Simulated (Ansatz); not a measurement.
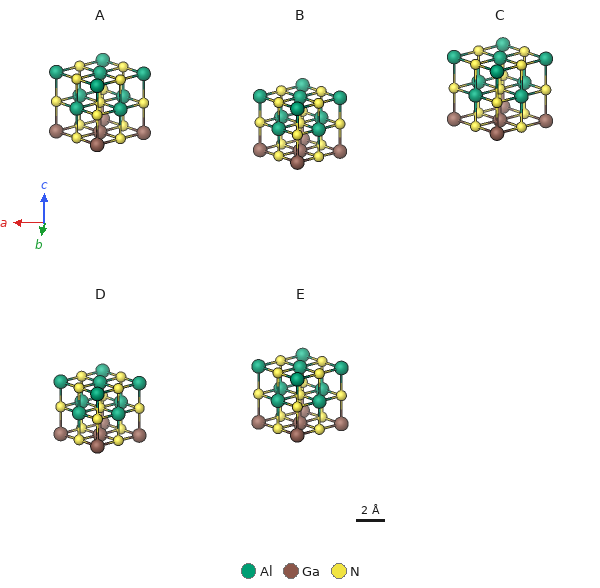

5 geometries from one relaxation of a crystal of Al3Ga2N5 (a generated structure, set up in I4/mmm) (coarse preliminary run), in shuffled order. A ball-and-stick model of the atoms within 4.2 Å of the atom that moves most (axes of the conventional cell (2 times the calculation's cell)), seen from a free direction. Lengths and directions refer to the drawn axes.

Theory: Ansatz, DFT PBE, scalar-relativistic, plane waves, PAW. Settings: plane-wave cutoff 420 eV; k-point mesh 8 × 8 × 8; occupations gaussian; smearing width 0.1 eV; no spin polarisation; cell and atoms relaxed; force threshold 0.04 eV/Å; at most 70 steps.

> Put them in the order of the run, from the start to the converged end.

C, A, E, D, B. They are steps 0, 1, 2, 3, 9, at +823 meV per atom, +379 meV per atom, +68.4 meV per atom, +23.0 meV per atom relative to the last. The energy falls by 823 meV per atom in 7 accepted moves (9 points after the start). The largest force component goes from 0.41 to 0.0027 eV/Å. The pressure goes from −38.55 to 0.00 GPa. At 2 points the geometry stayed and the basis and grid were re-selected for the new cell (energy shift of 2.9 meV per atom at most each time). The largest moves relative to the cell, 0.077 Å, are those of N atoms. By element the largest moves are N 0.077 Å, Al 0.066 Å, Ga 0.043 Å. The volume changes by −33.8 %, with a = b 3.371 → 2.933 Å (−13.0 %), c 23.833 → 20.835 Å (−12.6 %). Some distances before and after: Al–N 2.383 → 2.007 Å, Al–N 2.383 → 2.074 Å, Ga–N 2.383 → 2.074 Å, Ga–N 2.383 → 2.117 Å. The space group stays I4/mmm (No. 139). The run took 120 s on 4 threads of Intel(R) Xeon(R) Processor @ 2.50GHz (Skylake/Cascade Lake), with other jobs on the host, peak memory 0.67 GiB.
